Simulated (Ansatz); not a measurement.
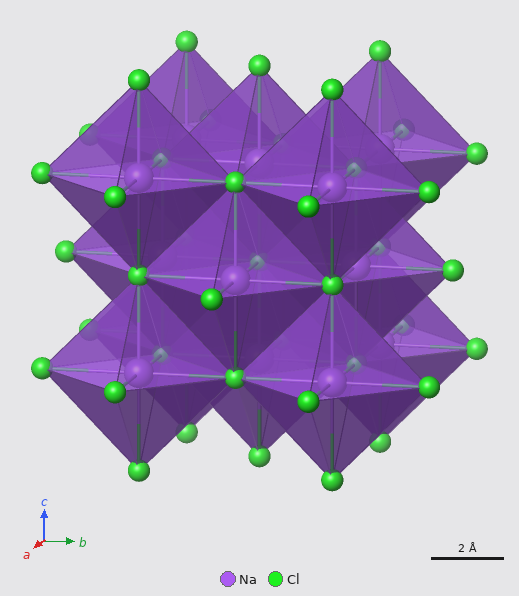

The starting point is solid NaCl (built on the rocksalt type) at its r2SCAN-relaxed geometry. Style: polyhedral. Shown: the conventional cell (4 times the calculation's cell), slightly off an axis. Lengths and directions refer to the drawn axes.

The calculation used DFT, r2SCAN, plane waves, PAW in Ansatz. (plane-wave cutoff 500 eV; k-point mesh 8 × 8 × 8; occupations fixed; no spin polarisation)

The variant: The cell is strained by +1.7 % along [1 1 1] and −2.0 % across it (volume −2.3 %). The atoms and the free axis were relaxed with r2SCAN under that strain, and this is a single point on that geometry.

Input file:
```yaml
crystal:
  lattice:
    - [0.0688129527, 2.8154578016, 2.8154578016]
    - [2.8154578016, 0.0688129527, 2.8154578016]
    - [2.8154578016, 2.8154578016, 0.0688129527]
  atoms:
    - { symbol: Na, position: [0.0, 0.0, 0.0] }
    - { symbol: Cl, position: [0.5, 0.5, 0.5] }
kpoints:
  mp_grid: { grid: [8, 8, 8] }
  band_path:
    path:
      - [0.0, 0.0, 0.0]
      - [0.5, 0.0, 0.5]
      - [0.625, 0.25, 0.625]
      - [0.375, 0.375, 0.75]
      - [0.5, 0.5, 0.5]
      - [0.5, 0.25, 0.75]
    npoints: 1
hamiltonian:
  xc: r2scan
scf:
  occupations: { method: fixed }
  n_extra_bands: 4
output:
  forces: true
  stress: true
  eigenvalues: true
```

Launched with:
```bash
ansatz run input.yaml --threads 2 --pin off --max-ram 29491MiB --backend cpu --events-out ev --progress --plain --runs-dir out
```

Question: Predict the response.

Answer: Some distances before and after: Cl–Na 2.803 → 2.781 Å. The space group (tolerance 0.01 Å) goes from Fm-3m (No. 225) to R-3m (No. 166). It costs 3.0 meV per atom. The pressure goes from 0.0 to 0.7 GPa. The principal stresses (compression positive) are 0.0 GPa along [1 1 1] and 1.1 GPa across it. All forces vanish by symmetry. The band gap: 5.98 eV before, 6.01 eV after.

The changed structure in the same view:

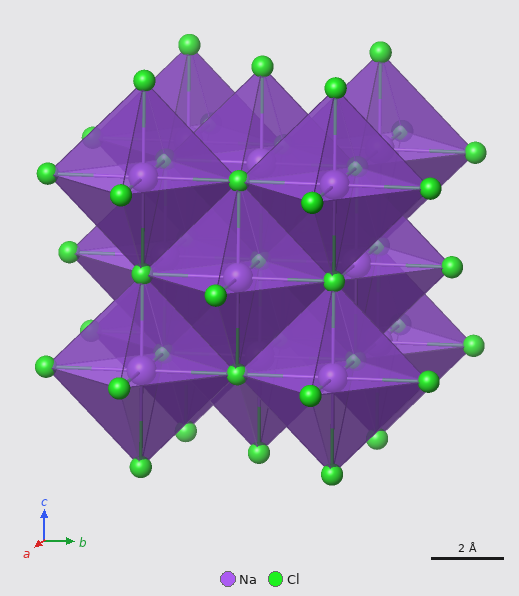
